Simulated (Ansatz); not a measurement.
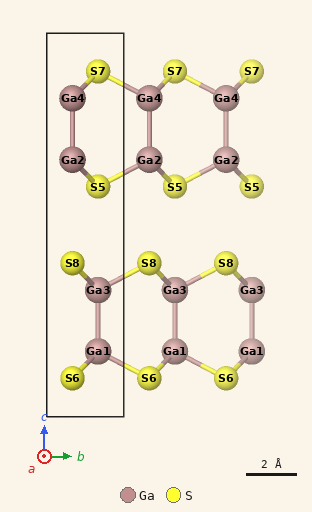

A crystal of GaS (set up in P6_3/mmc), before the relaxation. The picture is a ball-and-stick view of the cell of the calculation, repeated 1 × 3 × 1 with one cell outlined, seen along the a axis.

Computed with Ansatz 0.2.0, DFT PBEsol, scalar-relativistic, plane waves, PAW.

Input
```yaml
crystal:
  lattice:
    - [3.585, 0.0, 0.0]
    - [-1.7925, 3.1047010726, 0.0]
    - [0.0, 0.0, 15.5]
  atoms:
    - { symbol: Ga, position: [0.3333333333, 0.6666666667, 0.17] }
    - { symbol: Ga, position: [0.6666666667, 0.3333333333, 0.67] }
    - { symbol: Ga, position: [0.3333333333, 0.6666666667, 0.33] }
    - { symbol: Ga, position: [0.6666666667, 0.3333333333, 0.83] }
    - { symbol: S, position: [0.3333333333, 0.6666666667, 0.6] }
    - { symbol: S, position: [0.6666666667, 0.3333333333, 0.1] }
    - { symbol: S, position: [0.3333333333, 0.6666666667, 0.9] }
    - { symbol: S, position: [0.6666666667, 0.3333333333, 0.4] }
basis:
  ecutwfc: 420
kpoints:
  mp_grid: { grid: [12, 12, 2] }
hamiltonian:
  xc: pbesol
scf:
  occupations: { method: gaussian, width: 0.02 }
output:
  forces: true
  stress: true
  eigenvalues: true
relax:
  adjacent_minimum: "off"
  f_tol: 0.005
  max_steps: 80
  cell: { stress_tol: 0.05 }
```

Run as
```bash
ansatz run input.yaml --threads 2 --pin off --max-ram 7168MiB --backend cpu --events-out ev --progress --plain --runs-dir out
```

> Where does the relaxation end?

The largest moves relative to the cell, 0.097 Å, are those of S5, S6, S7 and S8. S7 goes along −c. Largest moves by element: S 0.097 Å, Ga 0.062 Å. The drawn cell changes as follows: a = b 3.585 → 3.568 Å (−0.5 %), c 15.500 → 16.011 Å (+3.3 %); the volume changes by +2.3 %. Among the contacts that change: Ga1–Ga3 2.480 → 2.437 Å, Ga1–S6 2.337 → 2.329 Å. The space group stays P6_3/mmc (No. 194). The energy falls by 3.6 meV per atom in 4 accepted moves (5 points after the start). The largest force component goes from 0.21 to 0.0024 eV/Å. Pressure: −0.85 GPa at the start and 0.01 GPa at the end. The SCF was repeated once at an unchanged geometry on a basis and grid sized afresh for the cell, which shifted the energy by 0.1 meV per atom at most. Cost: 61 s on 2 threads of Arm Neoverse V1, on a shared host, peak memory 0.58 GiB.

After the run, drawn alike:

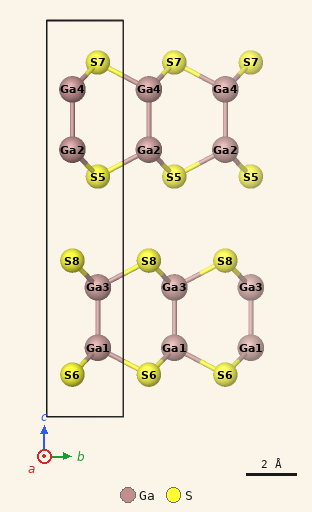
